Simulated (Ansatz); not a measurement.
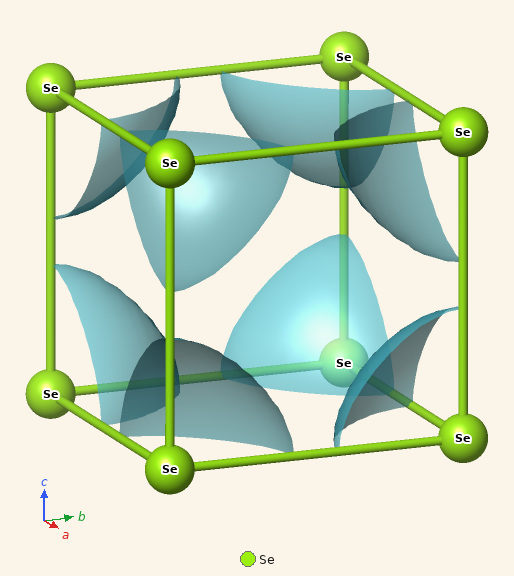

Figure 1: Se. Isosurface of the valence pseudo-density at 0.4 e/Å³ (cyan), seen slightly off an axis. Sticks mark near contacts.

Space group Pm-3m; changed on purpose from its base cell (volume × 0.94, shape and atoms relaxed); computed pressure about 5 GPa in this cell.

All numbers below come from Ansatz 0.2.0, DFT PBE, scalar-relativistic, plane waves, PAW.

In a PAW calculation such maps are meaningful between the atoms, not at the nuclei.

Input file:

```
crystal:
  lattice:
    - [1.9616013355, 1.1325310591, 1.597548695]
    - [-1.9616013355, 1.1325310591, 1.597548695]
    - [0.0, -2.2650621182, 1.597548695]
  atoms:
    - { symbol: Se, position: [0.0, 0.0, 0.0] }
basis:
  ecutwfc: 420
kpoints:
  mp_grid: { grid: [15, 15, 15] }
hamiltonian:
  xc: pbe
scf:
  occupations: { method: gaussian, width: 0.1 }
output:
  forces: true
  stress: true
  eigenvalues: true
  write_density: true
  write_potential: true
  elf: true
  volumetric_format: npy
relax:
  adjacent_minimum: "off"
  f_tol: 0.01
  max_steps: 30
  cell: { stress_tol: 0.1, fix: [volume] }
```

Run with:

```sh
ansatz run input.yaml --threads 1 --pin off --max-ram 2560MiB --backend cpu --events-out ev --progress --plain --runs-dir out
```

Below, planes, directions and counts refer to the conventional cell (a = 2.77 Å, b = 2.77 Å, c = 2.77 Å, α = 89.90°, β = 89.90°, γ = 90.10°).

The fields are those of the relaxed geometry.

> What does this surface tell about the bonding?

At this value the density breaks into separate islands; it holds about 85 % of the electrons treated as valence. It bridges none of the near contacts. It is pinched off along the shortest Se–Se (2.77 Å) contacts. On the grid the lowest density along these lines, outside the cores, is 0.34 e/Å³ (Se–Se, 2.77 Å).
